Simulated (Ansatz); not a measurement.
HfC₄₇ (charge −1): single-point calculation (part 3 of 3)

HfC₄₇ (defect cell, 48 atoms in the cell, total charge −1); DFT PBE, scalar-relativistic, plane waves, PAW, spin-polarised (Ansatz 0.2.0); cutoff 420 eV, 2×2×2 k-mesh, Gaussian smearing of 0.05 eV, collinear spins. The structure derives from an entry of the Crystallography Open Database.

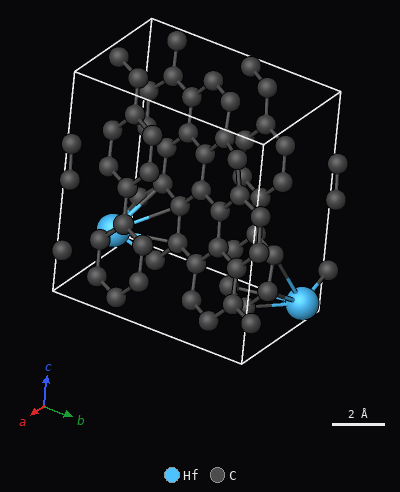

*The structure (ball-and-stick view of the cell of the calculation, seen slightly off an axis). An atom can appear more than once, as a periodic image.*

Output, continued
```
  k-point 2 ↑: bands = ["-53.5037", "-22.5562", "-22.4804", "-22.2063", "-11.5899", "-11.4174", "-10.9591", "-10.6939", "-10.5300", "-10.4792", "-9.8808", "-9.4519", "-8.6726", "-8.6481", "-8.5809", "-8.5648", "-8.0903", "-7.9505", "-7.8984", "-7.7061", "-7.6874", "-7.5498", "-6.8486", "-6.3882", "-6.3525", "-6.2242", "-5.8244", "-5.3707", "-5.2147", "-4.7907", "-4.5854", "-3.6794", "-3.5473", "-3.5307", "-3.4461", "-3.4271", "-3.4053", "-3.3784", "-3.3466", "-3.1186", "-3.1125", "-3.0738", "-3.0629", "-2.9512", "-2.9436", "-2.6108", "-2.5337", "-2.5221", "-2.3092", "-1.7222", "-1.4013", "-1.3956", "-0.7525", "-0.7363", "-0.6660", "-0.6150", "-0.2701", "-0.1231", "0.0826", "0.1094", "0.1193", "0.3798", "0.4990", "0.8589", "0.9180", "0.9397", "1.0292", "1.0372", "1.0954", "1.2128", "1.3434", "1.4263", "1.5057", "1.6397", "1.8841", "2.4622", "2.4972", "2.5263", "2.6540", "2.8120", "2.8402", "2.8793", "3.0045", "3.1154", "3.1523", "3.2320", "3.2917", "3.4237", "3.4627", "3.5555", "3.6312", "3.9877", "4.2944", "4.3118", "4.4876", "4.5550", "4.6437", "4.9373", "5.2376", "5.3394", "5.5264", "5.6667", "5.9958", "6.2173", "6.6517", "6.9404", "7.6364", "8.6567", "8.8838", "9.3534", "9.8036", "9.9202", "10.2273", "10.3473", "10.4606", "10.8611", "10.9881", "11.0438", "11.0818", "11.3542", "11.7318", "11.8601", "11.9555", "12.0316", "12.7880", "12.8691", "13.0154", "13.6835", "13.9492", "14.3558", "14.6531", "14.6920", "14.7550", "14.9820", "15.3487", "15.5368", "15.5827", "15.6062", "15.7812", "15.7872", "15.8096", "16.0738", "16.1033", "16.2393", "16.2797", "16.3641", "16.4629", "16.6120", "16.6568", "16.7181", "16.8810", "17.0133", "17.0712", "17.0992", "17.1962", "17.2299"]
  k-point 7 ↓: bands = ["-53.5037", "-22.5562", "-22.4804", "-22.2063", "-11.5670", "-11.4165", "-10.9730", "-10.7213", "-10.5145", "-10.5010", "-9.8682", "-9.4383", "-8.6770", "-8.6486", "-8.5944", "-8.5831", "-8.0767", "-7.9385", "-7.8888", "-7.6894", "-7.6800", "-7.5656", "-6.8585", "-6.3974", "-6.3021", "-6.2549", "-5.8213", "-5.3734", "-5.2231", "-4.7877", "-4.5897", "-3.6786", "-3.5471", "-3.5303", "-3.4464", "-3.4277", "-3.4058", "-3.3788", "-3.3493", "-3.1219", "-3.1155", "-3.0784", "-3.0693", "-2.9406", "-2.9358", "-2.6036", "-2.5338", "-2.5214", "-2.3100", "-1.7176", "-1.4065", "-1.4028", "-0.7521", "-0.7210", "-0.6728", "-0.6262", "-0.2447", "0.0608", "0.1161", "0.1425", "0.3739", "0.4075", "0.5056", "0.8475", "0.8977", "0.9310", "0.9809", "0.9891", "1.0126", "1.0272", "1.0505", "1.3322", "1.3853", "1.5123", "1.8778", "2.4607", "2.5232", "2.6998", "2.8014", "2.8206", "2.8376", "2.8776", "2.9833", "3.0765", "3.1015", "3.1446", "3.2272", "3.3132", "3.4430", "3.5260", "3.5523", "4.0116", "4.4971", "4.5901", "4.6558", "4.8031", "4.8488", "4.9397", "5.2342", "5.2886", "5.5342", "5.6778", "5.7628", "6.1250", "6.6649", "6.9581", "7.6913", "8.5561", "8.9011", "9.2781", "9.7874", "9.9963", "10.0979", "10.2366", "10.4551", "10.8803", "10.9291", "10.9987", "11.3452", "11.4573", "11.7569", "11.9253", "11.9881", "12.1363", "12.6703", "12.8447", "13.2126", "13.9916", "14.2153", "14.4244", "14.5204", "14.6399", "14.8319", "14.9451", "15.3613", "15.4804", "15.5044", "15.5288", "15.5840", "15.6381", "15.7325", "15.7735", "15.8920", "16.1112", "16.1387", "16.1807", "16.2567", "16.3557", "16.4028", "16.4857", "16.5914", "16.6647", "16.8520", "16.9112", "17.0075", "17.1235"]
--- Löwdin populations: 48 sites ---
  site symbol       q [e]    m [muB]
     0     Hf     25.0543     0.0000
     1      C      3.9799     0.0000
     2      C      3.9875     0.0000
     3      C      3.9829     0.0000
     4      C      3.9797     0.0000
     5      C      3.9853     0.0000
     6      C      3.9792     0.0000
     7      C      3.9827     0.0000
     8      C      3.9809     0.0000
     9      C      3.9997     0.0000
    10      C      3.9996     0.0000
    11      C      3.9842     0.0000
    12      C      3.9749     0.0000
    13      C      4.0401     0.0000
    14      C      3.9905     0.0000
    15      C      3.9750    -0.0000
    16      C      3.9751    -0.0000
    17      C      3.9759     0.0000
    18      C      3.9774     0.0000
    19      C      3.9800     0.0000
    20      C      4.0042    -0.0000
    21      C      3.9746    -0.0000
    22      C      3.9887     0.0000
    23      C      4.0047    -0.0000
    24      C      4.1968    -0.0001
    25      C      4.0168    -0.0000
    26      C      4.2141    -0.0000
    27      C      4.0060    -0.0000
    28      C      3.9986    -0.0001
    29      C      4.0140    -0.0001
    30      C      3.9999    -0.0001
    31      C      3.9976    -0.0001
    32      C      4.0067    -0.0000
    33      C      4.0544    -0.0000
    34      C      4.0031    -0.0001
    35      C      4.1992    -0.0001
    36      C      3.9929    -0.0000
    37      C      4.0109    -0.0000
    38      C      4.0128    -0.0000
    39      C      3.9803    -0.0000
    40      C      3.9836     0.0000
    41      C      3.9835     0.0000
    42      C      3.9930    -0.0000
    43      C      3.9858    -0.0000
    44      C      3.9985    -0.0000
    45      C      3.9925    -0.0000
    46      C      3.9789     0.0000
    47      C      4.0499     0.0000
  spilling = 0.007317 (of n_electrons = 215.000000)
--- Bader charges: 48 sites ---
  site symbol  charge [e]  shift [e]    m [muB]
     0     Hf      1.8768     0.0049     0.0000
     1      C     -0.0359     0.0027     0.0000
     2      C     -0.0423     0.0028     0.0000
     3      C     -0.0397     0.0041     0.0000
     4      C     -0.0306     0.0018     0.0000
     5      C     -0.0400     0.0027     0.0000
     6      C     -0.0347     0.0026     0.0000
     7      C     -0.0290     0.0014     0.0000
     8      C     -0.0313     0.0018     0.0000
     9      C     -0.0966     0.0054     0.0000
    10      C     -0.0986     0.0056     0.0000
    11      C     -0.0434     0.0044     0.0000
    12      C     -0.0045     0.0006     0.0000
    13      C     -0.1612     0.0023     0.0000
    14      C     -0.0311     0.0004     0.0000
    15      C     -0.0082     0.0001     0.0000
    16      C     -0.0094     0.0000     0.0000
    17      C     -0.0123     0.0001     0.0000
    18      C     -0.0146     0.0003     0.0000
    19      C     -0.0112     0.0003     0.0000
    20      C     -0.0747     0.0020     0.0000
    21      C     -0.0109     0.0002     0.0000
    22      C     -0.0283     0.0004     0.0000
    23      C     -0.0761     0.0020     0.0000
    24      C     -0.3898     0.0079    -0.0001
    25      C     -0.0445     0.0010     0.0000
    26      C     -0.3561     0.0093     0.0000
    27      C     -0.0301     0.0010     0.0000
    28      C     -0.0345     0.0002     0.0000
    29      C     -0.0413     0.0010    -0.0001
    30      C     -0.0296     0.0004    -0.0001
    31      C     -0.0345     0.0003    -0.0001
    32      C     -0.0299     0.0011     0.0000
    33      C     -0.0994     0.0006     0.0000
    34      C     -0.0315     0.0004    -0.0001
    35      C     -0.3915     0.0081    -0.0001
    36      C     -0.0260     0.0005     0.0000
    37      C     -0.0624     0.0004     0.0000
    38      C     -0.0683     0.0006     0.0000
    39      C     -0.0058     0.0011     0.0000
    40      C     -0.0069     0.0011     0.0000
    41      C     -0.0081     0.0011     0.0000
    42      C     -0.0142     0.0013     0.0000
    43      C     -0.0098     0.0011     0.0000
    44      C     -0.0296     0.0005     0.0000
    45      C     -0.0126     0.0013     0.0000
    46      C     -0.0026     0.0012     0.0000
    47      C     -0.1530     0.0011     0.0000
  estimated error of the sums over rays = 7.6e-4 e
```

Results in brief

```csv
quantity,value
outcome,converged
electrons treated,215
free energy,−27501.2846 eV
Fermi energy,8.252 eV
gap on the k-point mesh,none (metallic)
net moment of the cell,0.00 μB
integrated absolute moment,0.00 μB
largest force (length of the vector),0.608 eV/Å
hardware,"4 threads of Arm Neoverse N1, 98 GiB of memory available, shared host"
wall time,6.5 min (CPU time 26 min)
peak memory,2.1 GiB
```

The program warns: some starting moments were not kept. The cell is charged and computed with a neutralising background, so its energy and pressure depend on the cell and aren't those of a real crystal. Spin–orbit coupling is left out, which matters for Hf.
